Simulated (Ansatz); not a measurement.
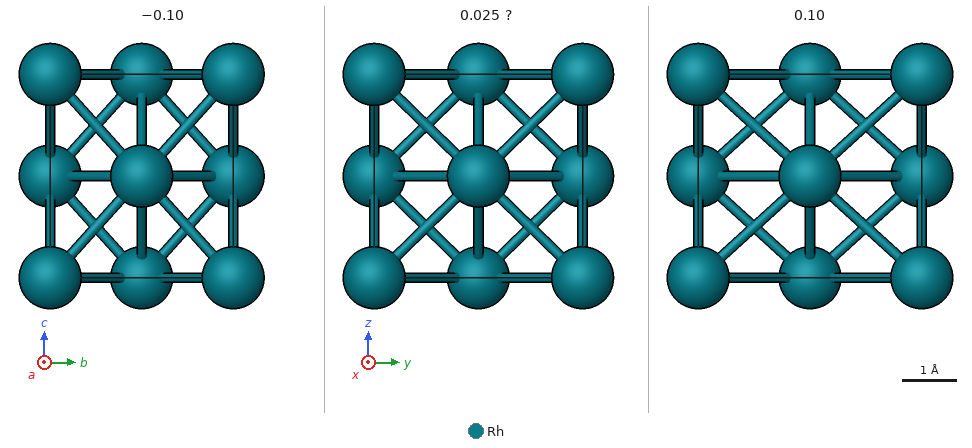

Energy scan for crystalline Rh (Fm-3m), in which the cell is strained along y alone, with the atoms kept at their fractional coordinates. x, y and z are the Cartesian axes of the input. A ball-and-stick model of the conventional cell (4 times the calculation's cell), seen along the a axis. Lengths and directions refer to the drawn axes.

Theory: Ansatz 0.2.0, DFT PBEsol, scalar-relativistic, plane waves, PAW. Set-up: plane-wave cutoff 420 eV; k-point mesh 28 × 28 × 28; occupations gaussian; smearing width 0.15 eV; no spin polarisation. Energies (free energies at the smearing named) are counted from the relaxed crystal.

```csv
strain,E − E(ref) (meV/atom)
−0.100,243.9
−0.075,130.8
−0.050,55.4
−0.025,13.2
0.000,0.0
0.025,?
0.050,44.2
0.075,94.2
0.100,158.3
```

Q: One row is withheld. What is its energy?

A: A straight line between the two neighbours gives 22.1 meV/atom. A cubic through the four nearest rows (−0.025, 0.000, 0.050, 0.075) gives, with Lagrange weights, (−0.1667)(13.2) + (0.6667)(0.0) + (0.6667)(44.2) + (−0.1667)(94.2) = 11.6 meV/atom. The calculation gives 11.6 meV/atom, so the cubic is right to the digits shown and the straight line 10.5 meV/atom too high, as the curve bends upwards here.

The whole profile:

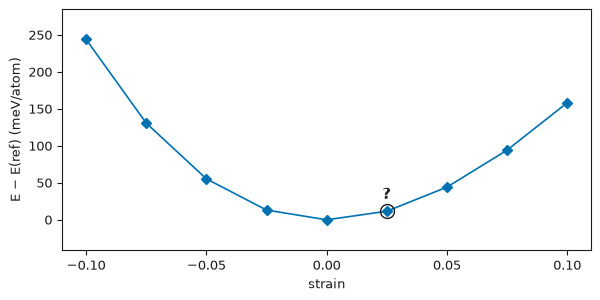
